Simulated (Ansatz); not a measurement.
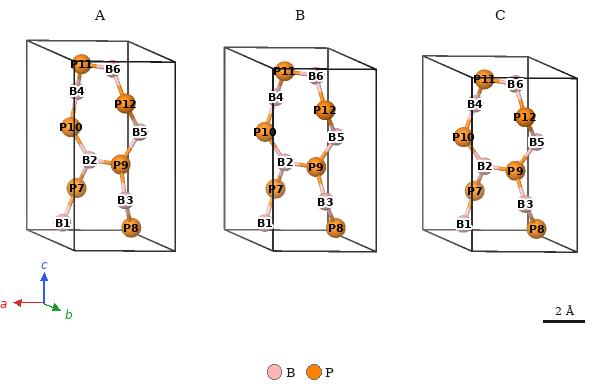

3 geometries from one relaxation of solid BP (a generated structure, set up in P6_122) (coarse preliminary run), in shuffled order. The picture is a ball-and-stick view of the cell of the calculation, seen from a free direction.

These are results of DFT PBE, scalar-relativistic, plane waves, PAW (Ansatz 0.2.0), not measurements. Set-up: plane-wave cutoff 420 eV; k-point mesh 6 × 6 × 2; occupations gaussian; smearing width 0.1 eV; no spin polarisation; cell and atoms relaxed; force threshold 0.04 eV/Å; at most 70 steps.

Question: Put them in the order of the run, from the start to the converged end.

Answer: C, B, A. They are steps 0, 1, 7, at +126 meV per atom, +37.9 meV per atom relative to the last. The energy falls by 126 meV per atom in 6 accepted moves (7 points after the start). Largest force component: 0.072 eV/Å at the start, 0.004 eV/Å at the end. The pressure goes from 8.27 to 0.08 GPa. At 1 point the geometry stayed and the basis and grid were re-selected for the new cell (energy shift of 1.0 meV per atom at most each time). The largest moves relative to the cell, 0.28 Å, are those of P7, P8, P9, P10, P11 and P12. P12 goes along [−1 −2 0]. Largest moves by element: P 0.28 Å, B 0.20 Å. The drawn cell changes as follows: a = b 5.264 → 5.062 Å (−3.8 %), c 8.933 → 9.731 Å (+8.9 %); the volume changes by +0.7 %. Near-neighbour distances that change, for instance: B1–P11 1.824 → 1.892 Å, B1–P8 1.824 → 1.832 Å. Among the angles between lasting bonds that change: B2–P10–B4 120.0° → 136.6°, B2–P10–B5 120.0° → 111.7°. The space group stays P6_122 (No. 178). The run took 2.3 min on 1 thread of Arm Neoverse N1 (shared host), peak memory 0.41 GiB.
